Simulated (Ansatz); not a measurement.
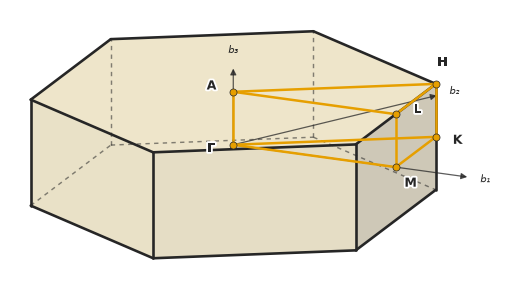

Crystal: C, the geometry relaxed with Ansatz, DFT PBE+D3(BJ), scalar-relativistic, plane waves, PAW. The figure shows the first Brillouin zone with its special points and a band path. Symmetry computed with spglib at a tolerance of 0.002 Å; standard conventional cell.

Labels and path follow the convention of Hinuma et al. (2017), as computed by seekpath; the arrows show the directions of the reciprocal primitive vectors b₁, b₂, b₃.

Name the Bravais lattice of the crystal.

A primitive hexagonal lattice (hP; extended symbol hP2). The zone is a hexagonal prism in its combinatorial type: 8 faces (6 with 4 edges, 2 with 6 edges), 18 edges, 12 vertices.

In which order does the conventional band path visit the special points?

Γ–M–K–Γ–A–L–H–A | L–M | H–K
